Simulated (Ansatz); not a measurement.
## AlN: 5 runs along one coordinate

System: AlN (P6₃/mmc, 4 atoms in the cell).
Method: DFT LDA, scalar-relativistic, plane waves, PAW, no spin polarisation (Ansatz 0.2.0).

The 5 runs differ only in the geometry, by a strain of the cell at fixed fractional positions. Against run 3, the strain is εxx = η and εyy = η. The structure derives from a Materials Project entry.

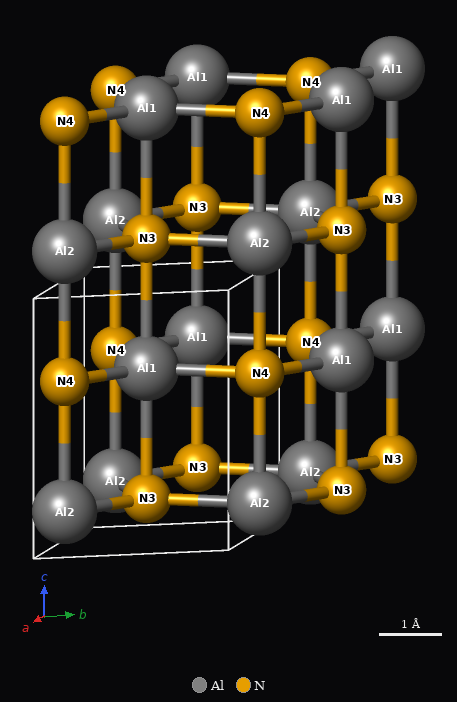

Figure 1. The structure of run 3 (ball-and-stick view of the cell of the calculation, repeated 2 × 2 × 2, seen slightly off an axis; atoms are numbered from 1 in the order of the input).

**Input of run 3**
```yaml
crystal:
  lattice:
    - [3.3121157418, 0.0, 0.0]
    - [-1.6560578709, 2.8683763727, 0.0]
    - [0.0, 0.0, 4.31318989]
  atoms:
    - { symbol: Al, position: [0.3333333333, 0.6666666667, 0.75] }
    - { symbol: Al, position: [0.6666666667, 0.3333333333, 0.25] }
    - { symbol: "N", position: [0.3333333333, 0.6666666667, 0.25] }
    - { symbol: "N", position: [0.6666666667, 0.3333333333, 0.75] }
basis:
  ecutwfc: 420
kpoints:
  mp_grid: { grid: [9, 9, 6] }
hamiltonian:
  xc: lda
scf:
  occupations: { method: gaussian, width: 0.05 }
output:
  forces: true
  stress: true
  eigenvalues: true
```

Run 2 differs from it as follows:
```diff
-    - [3.3121157418, 0.0, 0.0]
-    - [-1.6560578709, 2.8683763727, 0.0]
+    - [3.2624340057, 0.0, 0.0]
+    - [-1.6312170028, 2.8253507271, 0.0]
```

**Results, with one run withheld**

```tsv
run	strain parameter η (%)	free energy per atom, from the lowest run given (meV)	pressure (GPa)	gap on the mesh (eV)
1	−3.0000	0.00	0.83	3.39
2	−1.5000	?	?	?
3	0.0000	15.10	−12.99	2.97
4	1.5000	44.90	−18.34	2.79
5	3.0000	86.67	−22.83	2.61
```

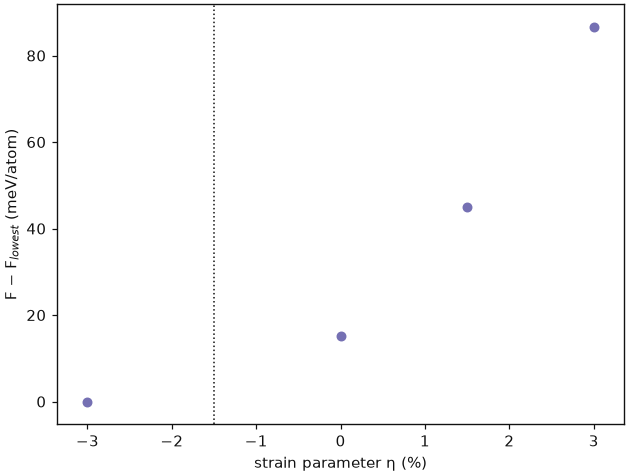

Figure 2. Free energy per atom of the runs given; the dotted line marks run 2.

Fit the runs given and predict run 2.

A quadratic polynomial in the coordinate, fitted to the 4 runs given, misses them by at most 0.63 meV per atom. With x = η − 0.3750, it reads F = 21.44 + 16.817 x + 3.0938 x² (meV per atom). At run 2 it gives 0.78 meV per atom, and the run itself gives −0.67. The fit has its minimum at η = −2.3429 %. So low a polynomial doesn't follow these energies more closely. The gap on the mesh goes, without turning, from 3.39 eV in run 1 to 2.61 eV in run 5; run 2 has 3.17 eV. These are gaps of this functional on this mesh, which can miss the band edges; they aren't the measured gap.

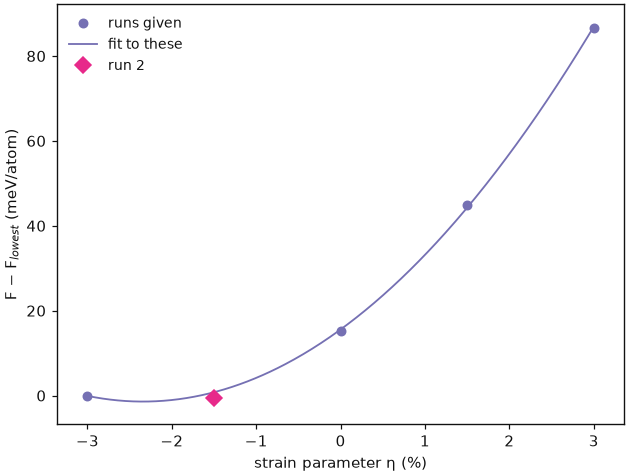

Figure 3. The fit and the withheld run.

**Output, shortened to warnings, some set-up lines, iterations and results (run 2)**
```
Basis set: ecut = 420 eV, 759 PW (Γ)
Symmetry: 24 space group operations
k-points: 48 of 486
Initial density: superposition of atomic densities (neutral atoms: chi_scale 0, normalization atom), corrected by the library's trained network
[...]
SCF iter   1: F=—  HF=-1779.287018 eV  |F-HF|=—  |Δ(HF+E_count)|=         —  Δρ=7.00e-3  dr2=2.13e-2  ethr=1.77e-3  ⟨swp⟩=5.7  Hψ=3746  notcnv=0
SCF iter   2: F=—  HF=-1779.281219 eV  |F-HF|=—  |Δ(HF+E_count)|=   5.80e-3  Δρ=3.86e-3  dr2=2.99e-3  ethr=1.33e-4  ⟨swp⟩=2.6  Hψ=1452  notcnv=0
SCF iter   3: F=—  HF=-1779.280242 eV  |F-HF|=—  |Δ(HF+E_count)|=   9.77e-4  Δρ=1.30e-3  dr2=3.27e-4  ethr=1.87e-5  ⟨swp⟩=2.1  Hψ=875  notcnv=0
SCF iter   4: F=—  HF=-1779.280101 eV  |F-HF|=—  |Δ(HF+E_count)|=   1.41e-4  Δρ=1.89e-4  dr2=6.69e-6  ethr=2.04e-6  ⟨swp⟩=2.0  Hψ=846  notcnv=0
SCF iter   5: F=—  HF=-1779.280098 eV  |F-HF|=—  |Δ(HF+E_count)|=   3.56e-6  Δρ=8.07e-6  dr2=9.09e-9  ethr=4.18e-8  ⟨swp⟩=2.0  Hψ=911  notcnv=0
SCF iter   6: F=-1779.280098 eV  HF=-1779.280098 eV  |F-HF|=5.21e-11  |Δ(HF+E_count)|=   2.55e-9  Δρ=7.76e-7  dr2=9.54e-11  ethr=5.68e-11  ⟨swp⟩=1.8  Hψ=1839  notcnv=0
SCF 1 converged in 6 iterations: F = -1779.280098 eV  dr2 = 9.54e-11
SCF converged after 6 iterations
Free energy (F): -1779.280098 eV
Harris-Foulkes:  -1779.280098 eV  (|F-HF|=5.21e-11)
Internal energy: -1779.280098 eV  (E = F + TS)
E sigma→0 (E₀):  -1779.280098 eV
Fermi energy:    10.451154 eV
--- Per-component energies (eV) ---
  E_band       = 36.218247
  E_kinetic    = 319.353956
  E_local      = -433.875167  (includes V_loc(G=0)·N_el)
  E_nonlocal   = 113.732270
  E_hartree    = 150.958708
  E_xc         = -201.821095
  E_vxc        = -216.087404  (∫ρ·V_xc dr)
  E_paw        = -1123.451880  (= ΣΔE_a)
  E_vpaw       = -48.823009  (= ΣTr[D̂ρ^β])
  E_aug_tail   = 0.000187  (compensation charges beyond the density's cutoff)
  E_ewald      = -604.448598
  E_core_change = 0.271521  (= ΣΔE_core)
  E_smearing   = -0.000000  (= −TS)
  E_closure    = -0.000000  (closes the sum)
  Σ components = -1779.280098   (vs F -1779.280098, Δ=0.00e0)
--- Forces (eV/Å), atoms counted from 1 ---
  atom   1  Al    -0.00000000     0.00000000     0.00000000
  atom   2  Al     0.00000000    -0.00000000    -0.00000000
  atom   3  N      0.00000000    -0.00000000     0.00000000
  atom   4  N      0.00000000     0.00000000    -0.00000000
  max |Σ_I F_I| component: 3.70e-17 eV/Å
--- Stress (GPa, compression-positive) ---
       -4.226580       0.000000      -0.000000
       -0.000000      -4.226580       0.000000
       -0.000000       0.000000     -11.500167
  P = ⅓ Tr σ = -6.6511 GPa (-66.511 kbar)
```
